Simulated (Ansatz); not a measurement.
## Geometry relaxation of Al13N12 (part 4 of 4)

Continued. System: Al13N12 (slab, 25 atoms in the cell). Method: DFT PBE+D3(BJ), scalar-relativistic, plane waves, PAW, spin-polarised (Ansatz 0.2.0); cutoff 420 eV, 5×6×1 k-mesh, Gaussian smearing of 0.05 eV, collinear spins. The structure derives from an entry of the Crystallography Open Database. The input holds or restrains some coordinates. Forces given for the steps count only the free coordinates. It belongs to a series of runs on one base structure; here: Al put at a top N site.

**Trajectory as extended XYZ, continued**
```
25
Lattice="6.2188 0.0000 0.0000 0.0000 4.9788 0.0000 0.0000 0.0000 25.2833" Properties=species:S:1:pos:R:3:forces:R:3 step=2 energy=-11623.42523
Al    3.1094    4.9710    8.5000    0.0073  -1.7900   1.6992
Al    0.0000    4.9710    8.5000   -0.0073  -1.7900   1.6992
N     3.1094    3.0697    8.5000   -0.0059   0.7619   0.4459
N     0.0000    3.0697    8.5000    0.0059   0.7619   0.4459
Al    4.6641    2.4816    9.3976    0.0000   1.0222  -1.8648
Al    1.5547    2.4816    9.3976    0.0000   1.0157  -1.8898
N     4.6641    0.5803    9.3976    0.0000   0.3225  -1.0662
N     1.5547    0.5803    9.3976    0.0000   0.3226  -1.0345
Al    4.6641    4.9710   11.1928    0.0000  -0.3658   0.0830
Al    1.5547    4.9710   11.1928    0.0000  -0.3235   0.1275
N     4.6641    3.0697   11.1928    0.0000   0.0289   0.5465
N     1.5547    3.0697   11.1928    0.0000   0.0066   0.6127
Al   -0.0012    2.4750   12.0420   -0.0992   0.0215   0.2025
Al    3.1106    2.4750   12.0420    0.0992   0.0215   0.2025
N    -0.0026    0.5809   12.0711   -0.0311  -0.1159   0.2150
N     3.1120    0.5809   12.0711    0.0311  -0.1159   0.2150
Al    0.0141    4.9692   13.9283    0.3667  -0.1652  -0.5787
Al    3.0953    4.9692   13.9283   -0.3667  -0.1652  -0.5787
N    -0.0114    3.0694   13.9029    0.1452   0.0680  -0.3134
N     3.1208    3.0694   13.9029   -0.1452   0.0680  -0.3134
Al    1.5547    2.3474   14.5525    0.0000   0.1763   0.0577
Al    4.6641    2.3907   14.6801    0.0000   1.0570   0.6548
N     1.5547    0.5798   14.7351    0.0000  -0.0890   0.1338
N     4.6641    0.5756   14.7341    0.0000  -0.4719   0.0847
Al    4.6641    0.4185   16.6840    0.0000  -0.2620   0.2122
25
Lattice="6.2188 0.0000 0.0000 0.0000 4.9788 0.0000 0.0000 0.0000 25.2833" Properties=species:S:1:pos:R:3:forces:R:3 step=3 energy=-11623.57488
Al    3.1094    4.9710    8.5000    0.0019  -1.8083   1.8004
Al    0.0000    4.9710    8.5000   -0.0019  -1.8083   1.8004
N     3.1094    3.0697    8.5000   -0.0032   0.7885   0.3750
N     0.0000    3.0697    8.5000    0.0032   0.7885   0.3750
Al    4.6641    2.4816    9.3976    0.0000   1.0378  -1.7352
Al    1.5547    2.4816    9.3976    0.0000   1.0244  -1.7368
N     4.6641    0.5803    9.3976    0.0000   0.3204  -1.1879
N     1.5547    0.5803    9.3976    0.0000   0.3210  -1.1752
Al    4.6641    4.9710   11.1928    0.0000  -0.4077   0.1095
Al    1.5547    4.9710   11.1928    0.0000  -0.3506   0.0944
N     4.6641    3.0697   11.1928    0.0000   0.0395   0.4689
N     1.5547    3.0697   11.1928    0.0000  -0.0403   0.7036
Al   -0.0089    2.4788   12.0610   -0.0478   0.0482   0.1410
Al    3.1183    2.4788   12.0610    0.0478   0.0482   0.1410
N    -0.0027    0.5820   12.0638    0.0117   0.0007   0.0053
N     3.1121    0.5820   12.0638   -0.0117   0.0007   0.0053
Al    0.0266    4.9906   13.8948   -0.0643   0.0625  -0.0139
Al    3.0828    4.9906   13.8948    0.0643   0.0625  -0.0139
N    -0.0175    3.0936   13.9043    0.0948  -0.0273  -0.0619
N     3.1269    3.0936   13.9043   -0.0948  -0.0273  -0.0619
Al    1.5547    2.3804   14.5582    0.0000   0.0131  -0.0556
Al    4.6641    2.4835   14.8218    0.0000   0.0393  -0.1084
N     1.5547    0.6031   14.7306    0.0000   0.0286   0.0416
N     4.6641    0.6065   14.7217    0.0000  -0.0679   0.3863
Al    4.6641    0.2269   16.6692    0.0000  -0.0857  -0.2991
25
Lattice="6.2188 0.0000 0.0000 0.0000 4.9788 0.0000 0.0000 0.0000 25.2833" Properties=species:S:1:pos:R:3:forces:R:3 step=4 energy=-11623.58579
Al    3.1094    4.9710    8.5000    0.0015  -1.8047   1.7680
Al    0.0000    4.9710    8.5000   -0.0015  -1.8047   1.7680
N     3.1094    3.0697    8.5000   -0.0024   0.7810   0.3929
N     0.0000    3.0697    8.5000    0.0024   0.7810   0.3929
Al    4.6641    2.4816    9.3976    0.0000   1.0365  -1.7679
Al    1.5547    2.4816    9.3976    0.0000   1.0248  -1.7635
N     4.6641    0.5803    9.3976    0.0000   0.3202  -1.1392
N     1.5547    0.5803    9.3976    0.0000   0.3215  -1.1268
Al    4.6641    4.9710   11.1928    0.0000  -0.3894   0.1066
Al    1.5547    4.9710   11.1928    0.0000  -0.3319   0.0969
N     4.6641    3.0697   11.1928    0.0000   0.0593   0.4705
N     1.5547    3.0697   11.1928    0.0000  -0.0262   0.7073
Al   -0.0097    2.4805   12.0596   -0.0160   0.0329   0.0624
Al    3.1192    2.4805   12.0596    0.0160   0.0329   0.0624
N    -0.0030    0.5838   12.0676    0.0070  -0.0167   0.0110
N     3.1124    0.5838   12.0676   -0.0070  -0.0167   0.0110
Al    0.0262    4.9929   13.8986    0.0149   0.0484  -0.0517
Al    3.0832    4.9929   13.8986   -0.0149   0.0484  -0.0517
N    -0.0154    3.0936   13.8962    0.0429  -0.0464  -0.0031
N     3.1249    3.0936   13.8962   -0.0429  -0.0464  -0.0031
Al    1.5547    2.3818   14.5467    0.0000  -0.0220   0.0160
Al    4.6641    2.4781   14.8100    0.0000  -0.1789   0.0341
N     1.5547    0.6079   14.7437    0.0000  -0.0764  -0.0641
N     4.6641    0.5860   14.7408    0.0000   0.1685   0.3187
Al    4.6641    0.0475   16.6499    0.0000   0.1052  -0.2474
25
Lattice="6.2188 0.0000 0.0000 0.0000 4.9788 0.0000 0.0000 0.0000 25.2833" Properties=species:S:1:pos:R:3:forces:R:3 step=5 energy=-11623.59352
Al    3.1094    4.9710    8.5000    0.0021  -1.8050   1.7718
Al    0.0000    4.9710    8.5000   -0.0021  -1.8050   1.7718
N     3.1094    3.0697    8.5000   -0.0021   0.7822   0.3913
N     0.0000    3.0697    8.5000    0.0021   0.7822   0.3913
Al    4.6641    2.4816    9.3976    0.0000   1.0331  -1.7595
Al    1.5547    2.4816    9.3976    0.0000   1.0232  -1.7523
N     4.6641    0.5803    9.3976    0.0000   0.3199  -1.1459
N     1.5547    0.5803    9.3976    0.0000   0.3214  -1.1300
Al    4.6641    4.9710   11.1928    0.0000  -0.3712   0.0892
Al    1.5547    4.9710   11.1928    0.0000  -0.3180   0.1016
N     4.6641    3.0697   11.1928    0.0000   0.0752   0.5024
N     1.5547    3.0697   11.1928    0.0000  -0.0163   0.7374
Al   -0.0101    2.4835   12.0641   -0.0059   0.0087   0.0380
Al    3.1195    2.4835   12.0641    0.0059   0.0087   0.0380
N    -0.0033    0.5856   12.0670   -0.0075  -0.0296   0.0142
N     3.1127    0.5856   12.0670    0.0075  -0.0296   0.0142
Al    0.0235    4.9946   13.8961    0.0254   0.0215  -0.0170
Al    3.0859    4.9946   13.8961   -0.0254   0.0215  -0.0170
N    -0.0144    3.0933   13.9021    0.0014  -0.0086  -0.0301
N     3.1238    3.0933   13.9021   -0.0014  -0.0086  -0.0301
Al    1.5547    2.3790   14.5537    0.0000  -0.0022  -0.0055
Al    4.6641    2.4814   14.8185    0.0000  -0.0446   0.0235
N     1.5547    0.6029   14.7356    0.0000   0.0031  -0.0035
N     4.6641    0.5988   14.7447    0.0000   0.0054   0.1570
Al    4.6641    0.0873   16.6397    0.0000   0.0324  -0.1527
25
Lattice="6.2188 0.0000 0.0000 0.0000 4.9788 0.0000 0.0000 0.0000 25.2833" Properties=species:S:1:pos:R:3:forces:R:3 step=6 energy=-11623.59709
Al    3.1094    4.9710    8.5000    0.0020  -1.8054   1.7679
Al    0.0000    4.9710    8.5000   -0.0020  -1.8054   1.7679
N     3.1094    3.0697    8.5000   -0.0021   0.7820   0.3925
N     0.0000    3.0697    8.5000    0.0021   0.7820   0.3925
Al    4.6641    2.4816    9.3976    0.0000   1.0336  -1.7578
Al    1.5547    2.4816    9.3976    0.0000   1.0234  -1.7490
N     4.6641    0.5803    9.3976    0.0000   0.3196  -1.1371
N     1.5547    0.5803    9.3976    0.0000   0.3214  -1.1212
Al    4.6641    4.9710   11.1928    0.0000  -0.3777   0.0799
Al    1.5547    4.9710   11.1928    0.0000  -0.3185   0.0910
N     4.6641    3.0697   11.1928    0.0000   0.0699   0.5123
N     1.5547    3.0697   11.1928    0.0000  -0.0263   0.7665
Al   -0.0110    2.4842   12.0668    0.0025   0.0009  -0.0127
Al    3.1204    2.4842   12.0668   -0.0025   0.0009  -0.0127
N    -0.0037    0.5848   12.0678    0.0012  -0.0031   0.0062
N     3.1131    0.5848   12.0678   -0.0012  -0.0031   0.0062
Al    0.0261    4.9957   13.8945   -0.0471   0.0095   0.0256
Al    3.0833    4.9957   13.8945    0.0471   0.0095   0.0256
N    -0.0162    3.0940   13.9019    0.0168  -0.0052  -0.0013
N     3.1256    3.0940   13.9019   -0.0168  -0.0052  -0.0013
Al    1.5547    2.3815   14.5516    0.0000  -0.0074   0.0073
Al    4.6641    2.4810   14.8264    0.0000   0.0213   0.0567
N     1.5547    0.6052   14.7352    0.0000   0.0038   0.0008
N     4.6641    0.6009   14.7468    0.0000  -0.0216  -0.0101
Al    4.6641    0.0810   16.6136    0.0000   0.0014  -0.0958
25
Lattice="6.2188 0.0000 0.0000 0.0000 4.9788 0.0000 0.0000 0.0000 25.2833" Properties=species:S:1:pos:R:3:forces:R:3 step=7 energy=-11623.60139
Al    3.1094    4.9710    8.5000    0.0014  -1.8074   1.7729
Al    0.0000    4.9710    8.5000   -0.0014  -1.8074   1.7729
N     3.1094    3.0697    8.5000   -0.0019   0.7840   0.3879
N     0.0000    3.0697    8.5000    0.0019   0.7840   0.3879
Al    4.6641    2.4816    9.3976    0.0000   1.0350  -1.7427
Al    1.5547    2.4816    9.3976    0.0000   1.0233  -1.7316
N     4.6641    0.5803    9.3976    0.0000   0.3197  -1.1390
N     1.5547    0.5803    9.3976    0.0000   0.3218  -1.1252
Al    4.6641    4.9710   11.1928    0.0000  -0.3791   0.0782
Al    1.5547    4.9710   11.1928    0.0000  -0.3110   0.0832
N     4.6641    3.0697   11.1928    0.0000   0.0702   0.5204
N     1.5547    3.0697   11.1928    0.0000  -0.0349   0.8115
Al   -0.0125    2.4866   12.0723    0.0070  -0.0274  -0.0357
Al    3.1219    2.4866   12.0723   -0.0070  -0.0274  -0.0357
N    -0.0043    0.5841   12.0688    0.0233   0.0272  -0.0479
N     3.1137    0.5841   12.0688   -0.0233   0.0272  -0.0479
Al    0.0295    4.9966   13.8887   -0.1116  -0.0165   0.0960
Al    3.0800    4.9966   13.8887    0.1116  -0.0165   0.0960
N    -0.0203    3.0932   13.9068    0.0492   0.0252   0.0273
N     3.1297    3.0932   13.9068   -0.0492   0.0252   0.0273
Al    1.5547    2.3851   14.5538    0.0000  -0.0026  -0.0281
Al    4.6641    2.4867   14.8628    0.0000   0.1187  -0.0072
N     1.5547    0.6075   14.7330    0.0000   0.0007   0.0245
N     4.6641    0.6104   14.7342    0.0000  -0.0344  -0.3231
Al    4.6641    0.0440   16.5274    0.0000  -0.0973   0.1781
25
Lattice="6.2188 0.0000 0.0000 0.0000 4.9788 0.0000 0.0000 0.0000 25.2833" Properties=species:S:1:pos:R:3:forces:R:3 step=8 energy=-11623.59115 accepted=F
Al    3.1094    4.9710    8.5000   -0.0036  -1.8071   1.8021
Al    0.0000    4.9710    8.5000    0.0036  -1.8071   1.8021
N     3.1094    3.0697    8.5000    0.0001   0.7887   0.3770
N     0.0000    3.0697    8.5000   -0.0001   0.7887   0.3770
Al    4.6641    2.4816    9.3976    0.0000   1.0326  -1.7380
Al    1.5547    2.4816    9.3976    0.0000   1.0166  -1.7200
N     4.6641    0.5803    9.3976    0.0000   0.3184  -1.1833
N     1.5547    0.5803    9.3976    0.0000   0.3199  -1.1886
Al    4.6641    4.9710   11.1928    0.0000  -0.3629   0.0913
Al    1.5547    4.9710   11.1928    0.0000  -0.3417   0.0434
N     4.6641    3.0697   11.1928    0.0000   0.0878   0.4961
N     1.5547    3.0697   11.1928    0.0000  -0.0193   0.7730
Al   -0.0124    2.4837   12.0675   -0.0125   0.0412   0.0207
Al    3.1218    2.4837   12.0675    0.0125   0.0412   0.0207
N     0.0005    0.5871   12.0600   -0.0649  -0.0323   0.0742
N     3.1089    0.5871   12.0600    0.0649  -0.0323   0.0742
Al    0.0228    4.9976   13.8916    0.1770   0.0114  -0.1994
Al    3.0867    4.9976   13.8916   -0.1770   0.0114  -0.1994
N    -0.0161    3.1002   13.9076   -0.0542  -0.0523  -0.0657
N     3.1255    3.1002   13.9076    0.0542  -0.0523  -0.0657
Al    1.5547    2.3777   14.5274    0.0000   0.1157   0.1063
Al    4.6641    2.5049   14.8699    0.0000  -0.1852  -0.1143
N     1.5547    0.6095   14.7288    0.0000  -0.0926   0.0390
N     4.6641    0.6185   14.6920    0.0000   0.0661   0.3706
Al    4.6641   -0.0516   16.4817    0.0000   0.1456   0.0059
25
Lattice="6.2188 0.0000 0.0000 0.0000 4.9788 0.0000 0.0000 0.0000 25.2833" Properties=species:S:1:pos:R:3:forces:R:3 step=9 energy=-11623.60601
Al    3.1094    4.9710    8.5000    0.0001  -1.8072   1.7813
Al    0.0000    4.9710    8.5000   -0.0001  -1.8072   1.7813
N     3.1094    3.0697    8.5000   -0.0013   0.7851   0.3850
N     0.0000    3.0697    8.5000    0.0013   0.7851   0.3850
Al    4.6641    2.4816    9.3976    0.0000   1.0346  -1.7438
Al    1.5547    2.4816    9.3976    0.0000   1.0224  -1.7313
N     4.6641    0.5803    9.3976    0.0000   0.3194  -1.1527
N     1.5547    0.5803    9.3976    0.0000   0.3213  -1.1438
Al    4.6641    4.9710   11.1928    0.0000  -0.3765   0.0825
Al    1.5547    4.9710   11.1928    0.0000  -0.3216   0.0759
N     4.6641    3.0697   11.1928    0.0000   0.0759   0.5106
N     1.5547    3.0697   11.1928    0.0000  -0.0271   0.7828
Al   -0.0119    2.4850   12.0694   -0.0003   0.0036  -0.0017
Al    3.1214    2.4850   12.0694    0.0003   0.0036  -0.0017
N    -0.0030    0.5854   12.0660    0.0041  -0.0037  -0.0029
N     3.1125    0.5854   12.0660   -0.0041  -0.0037  -0.0029
Al    0.0266    4.9969   13.8906   -0.0019  -0.0072   0.0026
Al    3.0828    4.9969   13.8906    0.0019  -0.0072   0.0026
N    -0.0173    3.0947   13.9059   -0.0044   0.0030   0.0012
N     3.1267    3.0947   13.9059    0.0044   0.0030   0.0012
Al    1.5547    2.3828   14.5485    0.0000   0.0054  -0.0025
Al    4.6641    2.4923   14.8601    0.0000  -0.0285  -0.0186
N     1.5547    0.6069   14.7346    0.0000  -0.0152   0.0125
N     4.6641    0.6098   14.7223    0.0000   0.0183   0.0040
Al    4.6641   -0.0023   16.5228    0.0000   0.0244  -0.0067
```

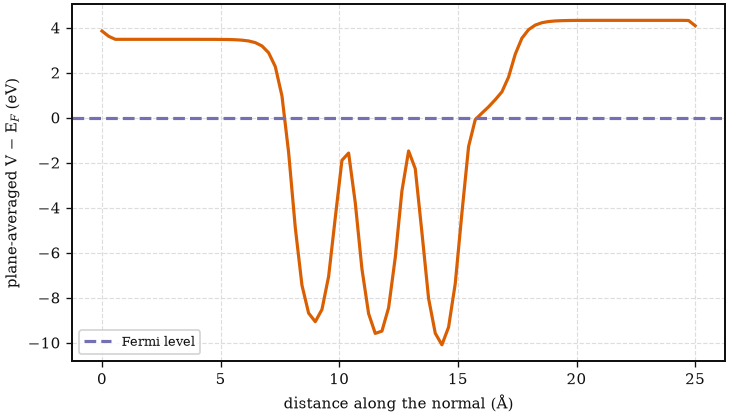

**Figure 1.** Plane average of the electrostatic potential energy of an electron across the cell, from the Fermi level. The vacuum level lies 4.32 eV above the Fermi level on the upper side and 3.48 eV on the lower.

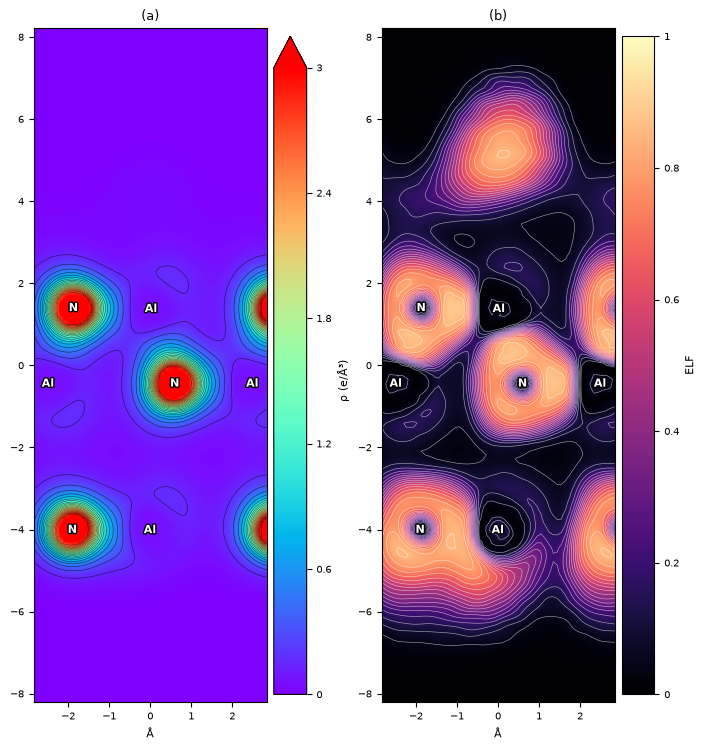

**Figure 2.** (a) valence charge density (pseudo); (b) electron localisation function on the (100) plane of the calculation cell, a cut from vacuum to vacuum. The section cuts through Al and N sites. Al–N (1.90 Å): ρ at the midpoint is about 0.67 e/Å³; the ELF is about 0.85 at the midpoint. Al–N (1.93 Å): ρ at the midpoint is about 0.62 e/Å³; the ELF is about 0.85 at the midpoint. The density dies away to nearly zero in the vacuum. Core electrons are frozen (PAW), so the fields are smoothed inside the atomic spheres.

**Results in brief**

| quantity | value |
| --- | --- |
| outcome | converged under the restraints of the input |
| electrons treated | 99 |
| free energy | −11623.6060 eV |
| work function, top face | 4.32 eV |
| work function, bottom face | 3.48 eV |
| Fermi energy | 0.645 eV |
| gap on the k-point mesh | none (metallic) |
| net moment of the cell | 0.00 μB |
| integrated absolute moment | 0.00 μB |
| final volume | 782.83 Å³ |
| work function (upper face) | 4.32 eV |
| largest force (length of the vector) at the end, held atoms and coordinates included | 2.537 eV/Å |
| wall time | 6.5 min (CPU time 25 min) |
| peak memory | 2.3 GiB |

**Remarks**

Notes on the run: some starting moments were not kept; the exchange-correlation potential is rough where the density is thin.
